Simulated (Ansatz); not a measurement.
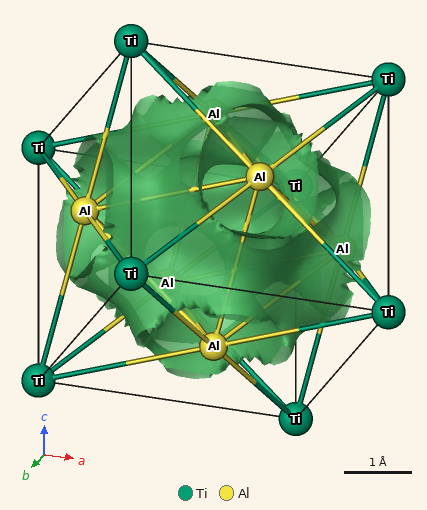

Figure. TiAl3. Isosurface of the electron localisation function at 0.6 (green), seen at an oblique angle. Only the valence region is drawn (cores and ρ < 0.01 e/Å³ removed). Sticks mark near contacts.

Space group P4/mmm; a structure from a database of computed crystals, not necessarily the ambient phase; changed on purpose from its base cell (biaxial strain in the a-b plane, c and atoms relaxed: +4.0 %); computed pressure about −5 GPa in this cell; computed without spin polarisation.

Computed with DFT PBEsol, scalar-relativistic, plane waves, PAW (Ansatz 0.2.0).

Core electrons are frozen (PAW), and the valence fields are smoothed inside the atomic spheres.

```
Ti Al
1.0
     4.10628    0.00000    0.00000
     0.00000    4.10628    0.00000
     0.00000    0.00000    3.84103
Ti Al
1 3
Direct
  0.00000 0.00000 0.00000
  0.50000 0.50000 0.00000
  0.50000 0.00000 0.50000
  0.00000 0.50000 0.50000
```

Describe the localisation domains.

Answer. At this value the surface marks out one network that runs through the whole crystal, counted in one cell of 4 atoms. Regions shared between cells count once. Profiles from the grid: Ti–Al (2.81 Å): the ELF is about 0.35 at the midpoint. Al–Al (2.81 Å): the ELF peaks at about 0.70 between the atoms.

Does the calculation make it a metal, or give it a gap?

Answer. It is gapless in this calculation (a metal or semimetal).
